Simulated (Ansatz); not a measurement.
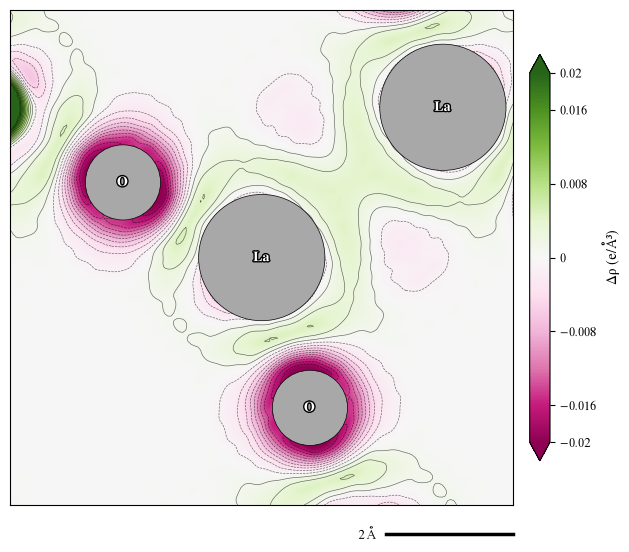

La$_{2}$O$_{3}$. Difference of the valence pseudo-densities of two functionals at the same geometry, on the (111) plane of the calculation cell: one of PBE and r2SCAN less the other.

Both computed with Ansatz (plane waves, PAW), on the same k-point mesh. Grey discs cover the atomic cores.

```
CELL_PARAMETERS angstrom
6.37111 0.00000 0.00000
-3.18556 5.51754 0.00000
0.00000 0.00000 3.28699
ATOMIC_POSITIONS crystal
La 0.33333 0.66667 0.49998
La 0.66667 0.33333 0.50002
O 0.50003 0.50003 0.00000
O 0.49997 0.00000 0.00000
O 0.00000 0.49997 0.00000
```

Q: Which was subtracted from which, and what does the map show?

A: It is PBE less r2SCAN. Against r2SCAN, PBE gives less density around O (−0.015 e/Å³ on average at 0.7 Å from the nucleus) and a change of +0.005 e/Å³ at the midpoint of La–O.
